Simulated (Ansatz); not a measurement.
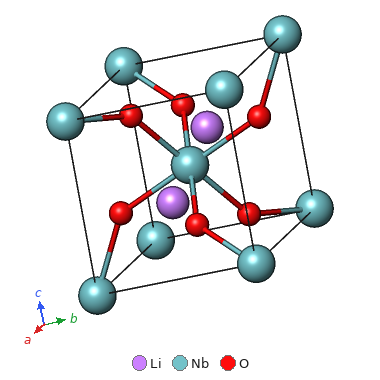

The system is LiNbO₃ (R-3c, No. 167; 10 atoms in the cell); the picture shows the reference structure. 
- The energy is mapped over the lattice constants a and c of the conventional cell.
- Coordinates scanned: (1) lattice constant a (and b); (2) lattice constant c.
- Nothing is relaxed (fractional coordinates fixed).
- The grid has 7 × 7 points.
- Points are written as (first, second).
- Energies: meV/atom, counted from the lowest grid point.
- Computed with DFT PBE, scalar-relativistic, plane waves, PAW in Ansatz 0.2.0. Settings: cutoff 520 eV, k-mesh 6×6×6, gaussian smearing 0.05 eV, no spin polarisation.

Its coordinates:

```xyz
10
Lattice="2.6115 1.5078 4.5985 -2.6115 1.5078 4.5985 0.0000 -3.0155 4.5985" Properties=species:S:1:pos:R:3 pbc="T T T"
Li    0.0000    0.0000    3.4489
Li    0.0000    0.0000   10.3466
Nb    0.0000    0.0000    0.0000
Nb    0.0000    0.0000    6.8977
O    -0.6250   -1.5078    5.7481
O     1.6183    0.2126    5.7481
O    -0.9933    1.2952    5.7481
O     0.6250    1.5078    8.0473
O    -1.6183   -0.2126    8.0473
O     0.9933   -1.2952    8.0473
```

The input of one point:

```yaml
crystal:
  lattice:
    - [2.611526735, 1.5077656635, 4.598474072]
    - [-2.611526735, 1.5077656635, 4.598474072]
    - [0.0, -3.0155313269, 4.5984740721]
  atoms:
    - { symbol: Li, position: [0.25, 0.25, 0.25] }
    - { symbol: Li, position: [0.75, 0.75, 0.75] }
    - { symbol: Nb, position: [0.0, 0.0, 0.0] }
    - { symbol: Nb, position: [0.5, 0.5, 0.5] }
    - { symbol: O, position: [0.1303353734, 0.3696646266, 0.75] }
    - { symbol: O, position: [0.75, 0.1303353734, 0.3696646266] }
    - { symbol: O, position: [0.3696646266, 0.75, 0.1303353734] }
    - { symbol: O, position: [0.8696646266, 0.6303353734, 0.25] }
    - { symbol: O, position: [0.25, 0.8696646266, 0.6303353734] }
    - { symbol: O, position: [0.6303353734, 0.25, 0.8696646266] }
basis:
  ecutwfc: 520.0
kpoints:
  mp_grid: { grid: [6, 6, 6] }
hamiltonian:
  xc: pbe
  pseudopotentials: { kind: paw, azcp: { folder: soft_1 } }
scf:
  occupations: { method: gaussian, width: 0.05 }
output:
  forces: true
  stress: true
  eigenvalues: true
```

Range: lattice constant a (and b) from 4.857 to 5.589 Å; lattice constant c from 13.106 to 14.485 Å.

Q: What landscape does the calculation give?

A: The lowest grid point is at (5.223 Å, 13.795 Å). It is the only kind of minimum in the scanned range. The highest grid point, (4.857 Å, 13.106 Å), lies 317 meV/atom above the lowest. Round the minimum the valley is somewhat tilted: raising lattice constant a (and b) shifts the best value of lattice constant c downwards (coupling k₁₂/√(k₁₁k₂₂) about 0.5). The gap on the k-mesh is 2.5 eV at the lowest point and runs from 1.9 to 3.1 eV over the map.

| lattice constant c ↓, lattice constant a (and b) → | 4.857 | 4.979 | 5.101 | 5.223 | 5.345 | 5.467 | 5.589 |
| --- | --- | --- | --- | --- | --- | --- | --- |
| 14.485 | 128 | 52 | 20 | 24 | 60 | 122 | 207 |
| 14.255 | 141 | 55 | 14 | 11 | 41 | 99 | 180 |
| 14.025 | 161 | 64 | 13 | 3 | 26 | 79 | 156 |
| 13.795 | 188 | 79 | 19 | 0 | 17 | 64 | 137 |
| 13.566 | 223 | 101 | 30 | 3 | 12 | 54 | 122 |
| 13.336 | 266 | 131 | 49 | 12 | 13 | 48 | 111 |
| 13.106 | 317 | 168 | 74 | 27 | 20 | 48 | 105 |

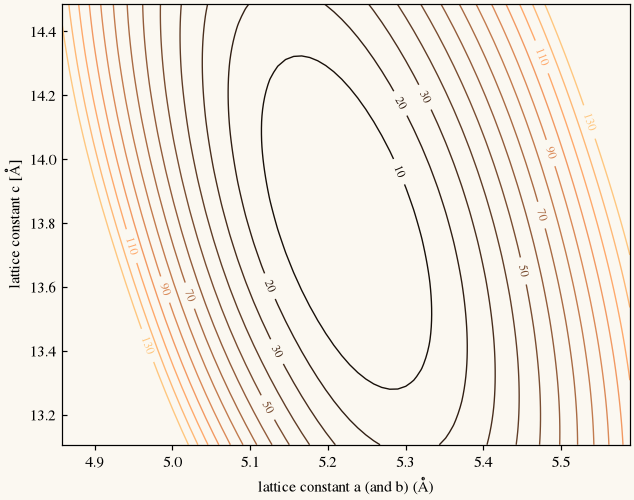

Drawn: contour lines labelled in meV/atom (none above 130). Between grid points the surface is interpolated.

Time for the 49 points that were run: 11 min on 2 threads of Arm Neoverse N1, with other jobs on the host.
